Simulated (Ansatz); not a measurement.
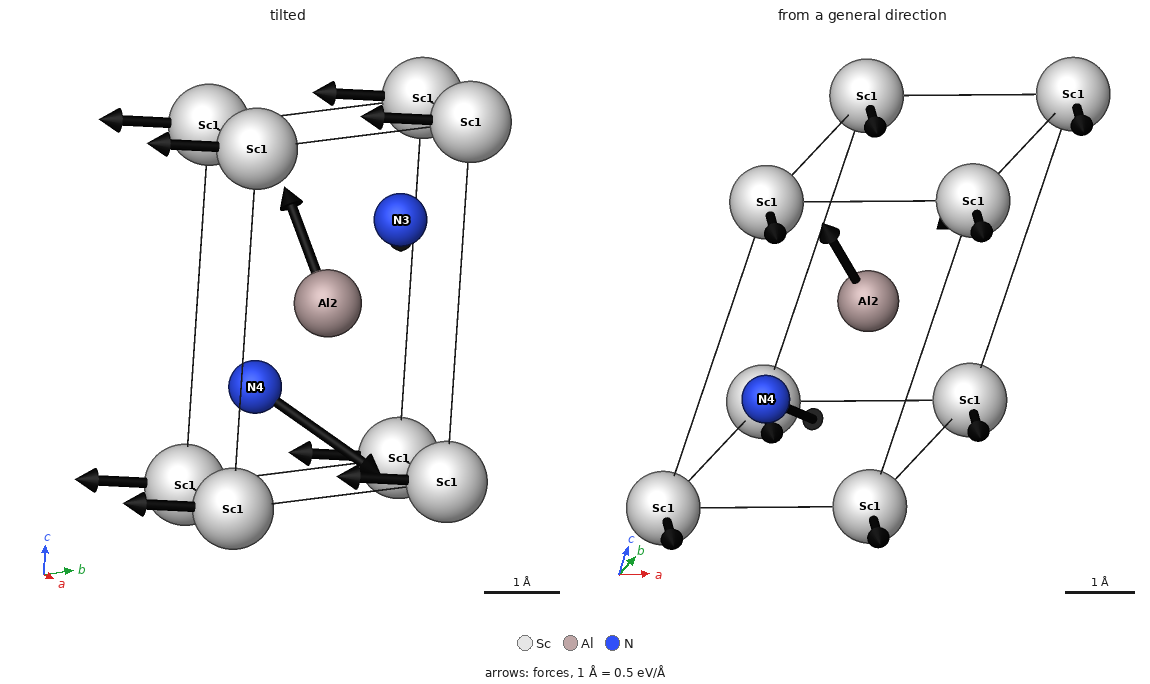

The figure gives a spheres-only picture of the atoms, viewed slightly off an axis and from a general direction. One cell (the run's own, in a reduced setting) is framed, with atoms on its boundary repeated. The arrows are the computed forces on the atoms.

System: ScAlN₂. Computational set-up: Ansatz 0.2.0, DFT, r2SCAN, plane waves, PAW, a cutoff energy of 500 eV, k-points about 0.40 Å⁻¹ apart, Fermi-Dirac smearing of 0.069 eV, no spin polarisation.

Question: Is the structure at rest?

Answer: No. The atoms still feel forces of up to about 0.88 eV/Å, far above a usual threshold of 0.01 to 0.03 eV/Å.

Question: Identify the atom with the maximum force.

Answer: N4, about 0.88 eV/Å.

It goes back to a structure type filled with these elements by a generator (whether the compound takes this form wasn't checked). Earlier steps of the study may have refined or changed the cell and positions. An electronic-structure calculation with Ansatz was run on it.
